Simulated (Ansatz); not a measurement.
## Sr: 9 runs along one coordinate

System: Sr (I4/mmm, 1 atom in the cell).
Method: DFT LDA, scalar-relativistic, plane waves, PAW, no spin polarisation (Ansatz 0.2.0).

The 9 runs differ only in the geometry, by a strain of the cell at fixed fractional positions. Against run 5, the strain is εyy = η. The structure derives from an entry of the Crystallography Open Database.

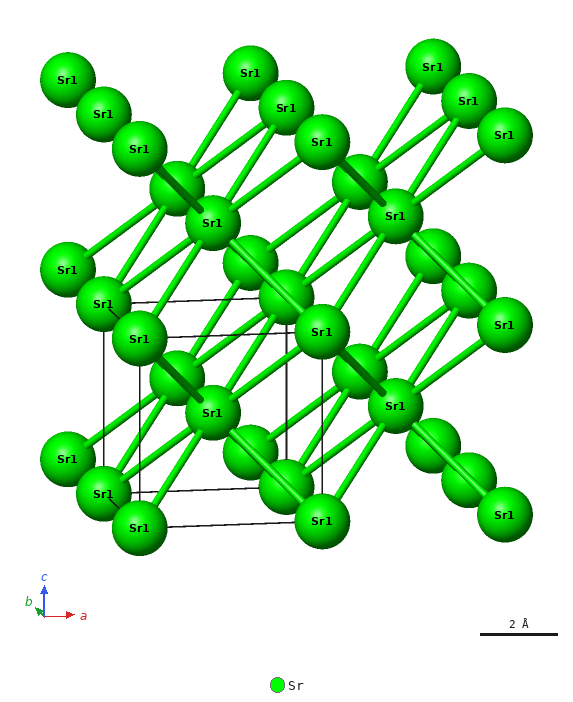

Figure 1. The structure of run 5 (ball-and-stick view of the cell 2 times as large as that of the calculation, set on its symmetry axes, repeated 2 × 2 × 2, seen slightly off an axis; atoms are numbered from 1 in the order of the input).

## Input of run 5
```yaml
crystal:
  lattice:
    - [-2.425, 2.5159375, 2.425]
    - [2.425, -2.5159375, 2.425]
    - [2.425, 2.5159375, -2.425]
  atoms:
    - { symbol: Sr, position: [0.0, 0.0, 0.0] }
basis:
  ecutwfc: 420
kpoints:
  mp_grid: { grid: [14, 14, 14] }
hamiltonian:
  xc: lda
scf:
  occupations: { method: gaussian, width: 0.15 }
output:
  forces: true
  stress: true
  eigenvalues: true
```

Lattice vectors (Å) and fractional positions of run 5:
```
  -2.425000    2.515938    2.425000
   2.425000   -2.515938    2.425000
   2.425000    2.515938   -2.425000
Sr  0.000000  0.000000  0.000000
```

Run 3 differs from it as follows:
```diff
-    - [-2.425, 2.5159375, 2.425]
-    - [2.425, -2.5159375, 2.425]
-    - [2.425, 2.5159375, -2.425]
+    - [-2.425, 2.243125, 2.425]
+    - [2.425, -2.243125, 2.425]
+    - [2.425, 2.243125, -2.425]
```

## Results, with one run withheld

| run | strain parameter η (%) | free energy per atom, from the lowest run given (meV) | pressure (GPa) |
| --- | --- | --- | --- |
| 1 | −18.0723 | 5.46 | −0.06 |
| 2 | −14.4578 | 0.00 | −0.65 |
| 3 | −10.8434 | ? | ? |
| 4 | −7.2289 | 22.59 | −1.52 |
| 5 | 0.0000 | 70.34 | −2.03 |
| 6 | 3.6145 | 98.40 | −2.20 |
| 7 | 7.2289 | 127.91 | −2.34 |
| 8 | 9.0313 | 143.07 | −2.41 |
| 9 | 10.8434 | 158.59 | −2.46 |

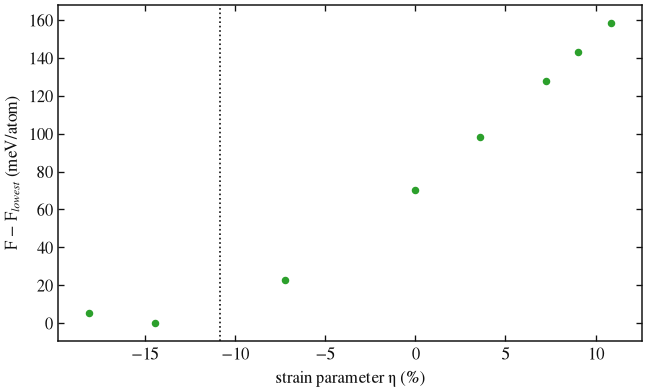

Figure 2. Free energy per atom of the runs given; the dotted line marks run 3.

Estimate the energy of run 3 from the others.

A cubic polynomial in the coordinate, fitted to the 8 runs given, misses them by at most 1.02 meV per atom. With x = η + 1.1301, it reads F = 61.089 + 7.4288 x + 0.13257 x² − 0.006503 x³ (meV per atom). At run 3 it gives 7.40 meV per atom, and the run itself gives 6.82. The fit has its minimum at η = −14.9979 %. So low a polynomial doesn't follow these energies more closely.

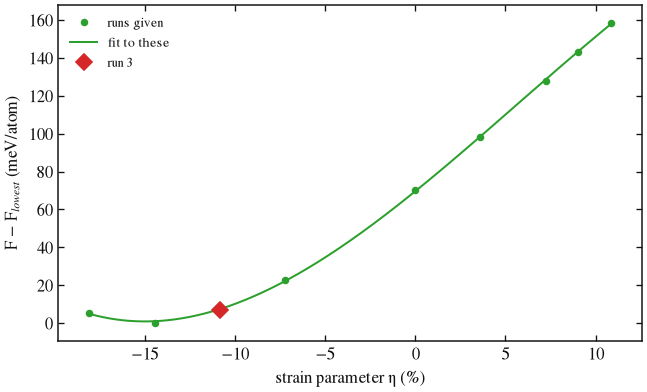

Figure 3. The fit and the withheld run.

## Output, shortened to warnings, some set-up lines, iterations and results (run 3)
```
Basis set: ecut = 420 eV, 1003 PW (Γ)
Symmetry: 16 space group operations
k-points: 244 of 2744
Initial density: superposition of atomic densities (neutral atoms: chi_scale 0, normalization atom), corrected by the library's trained network
[...]
SCF iter   1: F=—  HF=-3444.300863 eV  |F-HF|=—  |Δ(HF+E_count)|=         —  Δρ=3.38e-3  dr2=1.95e-3  ethr=1.77e-3  ⟨swp⟩=6.3  Hψ=18849  notcnv=0
SCF iter   2: F=—  HF=-3444.301108 eV  |F-HF|=—  |Δ(HF+E_count)|=   2.45e-4  Δρ=1.74e-3  dr2=6.38e-4  ethr=1.95e-5  ⟨swp⟩=2.2  Hψ=5041  notcnv=0
SCF iter   3: F=—  HF=-3444.301257 eV  |F-HF|=—  |Δ(HF+E_count)|=   1.49e-4  Δρ=2.45e-4  dr2=3.11e-5  ethr=6.38e-6  ⟨swp⟩=2.0  Hψ=3429  notcnv=0
SCF iter   4: F=—  HF=-3444.301267 eV  |F-HF|=—  |Δ(HF+E_count)|=   9.79e-6  Δρ=6.10e-5  dr2=2.74e-6  ethr=3.11e-7  ⟨swp⟩=2.0  Hψ=3454  notcnv=0
SCF iter   5: F=—  HF=-3444.301267 eV  |F-HF|=—  |Δ(HF+E_count)|=   2.35e-7  Δρ=3.81e-5  dr2=8.13e-7  ethr=2.74e-8  ⟨swp⟩=1.0  Hψ=2208  notcnv=0
SCF iter   6: F=-3444.301266 eV  HF=-3444.301266 eV  |F-HF|=1.47e-8  |Δ(HF+E_count)|=   3.09e-7  Δρ=6.48e-6  dr2=2.66e-8  ethr=1.00e-9  ⟨swp⟩=4.5  Hψ=13086  notcnv=0
SCF 1 converged in 6 iterations: F = -3444.301266 eV  dr2 = 2.66e-8
SCF converged after 6 iterations
Free energy (F): -3444.301266 eV
Harris-Foulkes:  -3444.301266 eV  (|F-HF|=1.47e-8)
Internal energy: -3444.288655 eV  (E = F + TS)
E sigma→0 (E₀):  -3444.294961 eV
Entropy (-TS):   -0.012611 eV (-12.611 meV/atom)
Fermi energy:    5.138955 eV
--- Per-component energies (eV) ---
  E_band       = -134.564273
  E_kinetic    = 241.763897
  E_local      = -763.997063  (includes V_loc(G=0)·N_el)
  E_nonlocal   = 207.022467
  E_hartree    = 191.428023
  E_xc         = -169.244859
  E_vxc        = -158.755615  (∫ρ·V_xc dr)
  E_paw        = -2597.176773  (= ΣΔE_a)
  E_vpaw       = -43.450245  (= ΣTr[D̂ρ^β])
  E_aug_tail   = -0.000002  (compensation charges beyond the density's cutoff)
  E_ewald      = -554.378482
  E_core_change = 0.294135  (= ΣΔE_core)
  E_smearing   = -0.012611  (= −TS)
  E_closure    = -0.000000  (closes the sum)
  Σ components = -3444.301266   (vs F -3444.301266, Δ=0.00e0)
--- Forces (eV/Å), atoms counted from 1 ---
  atom   1  Sr     0.00000000     0.00000000     0.00000000
  max |Σ_I F_I| component: 1.58e-30 eV/Å
--- Stress (GPa, compression-positive) ---
       -1.260925       0.000000      -0.000000
        0.000000      -0.882624      -0.000000
       -0.000000       0.000000      -1.260925
  P = ⅓ Tr σ = -1.1348 GPa (-11.348 kbar)
```
